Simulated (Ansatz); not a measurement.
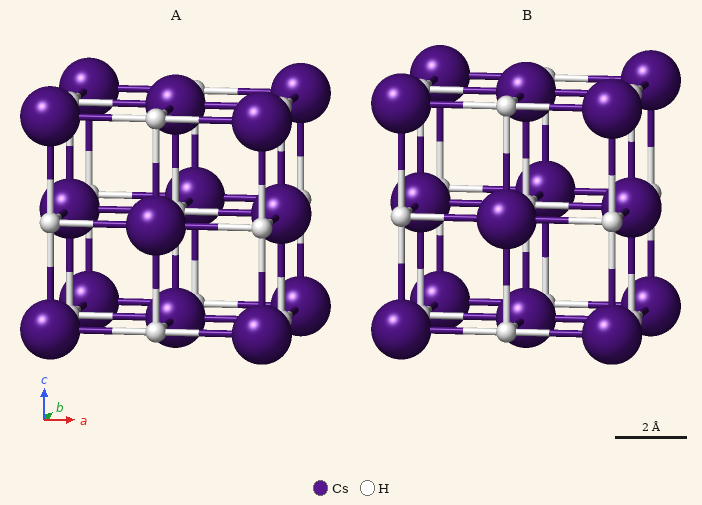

Two geometries of solid CsH (set up in Fm-3m): one is the relaxed structure, the other was perturbed away from it. A ball-and-stick model of the conventional cell (2 times the calculation's cell), seen slightly off an axis. Lengths and directions refer to the drawn axes.

Theory: Ansatz, DFT LDA, scalar-relativistic, plane waves, PAW. Set-up: plane-wave cutoff 420 eV; k-point mesh 6 × 6 × 6; occupations gaussian; smearing width 0.02 eV; no spin polarisation.

Question: Which is the distorted one, and what does the distortion cost?

Answer: Structure B is the perturbed one. Uniaxial strain along c, +6.0 %, is applied. The a and b axes and the atoms are relaxed. Energy change: +8.7 meV per atom. The pressure goes from 0.0 to −0.5 GPa. The principal stresses (compression positive) are −1.4 GPa along c and none across it. The gap on the k-mesh: 1.75 eV before, 1.82 eV after. The volume changes by +5.2 %, with a = b 6.102 → 6.081 Å (−0.4 %), c 6.102 → 6.468 Å (+6.0 %). No atom moves by more than 0.005 Å relative to the cell. Some distances before and after: Cs–H 3.051 → 3.040 to 3.234 Å. The space group (tolerance 0.01 Å) goes from Fm-3m (No. 225) to I4/mmm (No. 139).
